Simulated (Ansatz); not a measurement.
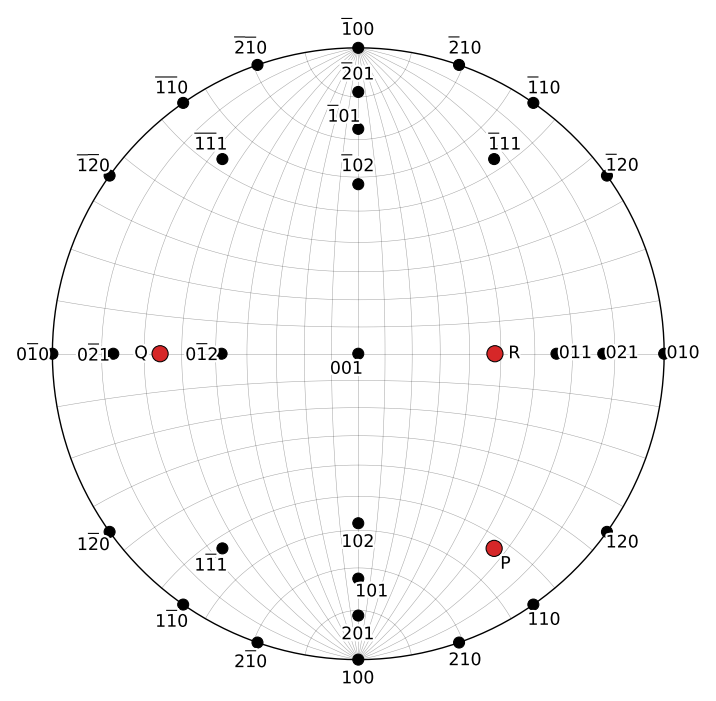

For Mo, the geometry relaxed with DFT PBEsol, scalar-relativistic, plane waves, PAW (Ansatz 0.2.0); the starting structure was generated, so it need not be a known form of this composition: stereographic projection of plane normals (upper hemisphere) centred on (0 0 1). All values are computed from the atomic coordinates in the standard setting (tolerance 0.002 Å).

a = 3.031 Å, b = 4.342 Å, c = 9.696 Å, α = 90.00°, β = 90.00°, γ = 90.00°.

Question: Index the poles marked P, Q, R.

Answer: P is (1 1 1), 75.6° from the centre; Q is (0 −1 1), 65.9° from the centre; R is (0 1 2), 48.2° from the centre.

Question: What is the angle between the normals of (1 0 0) and (2 −1 0), and what are their d_hkl = 1/|g|?

Answer: 19.2°; d = 3.031 Å and 1.431 Å.
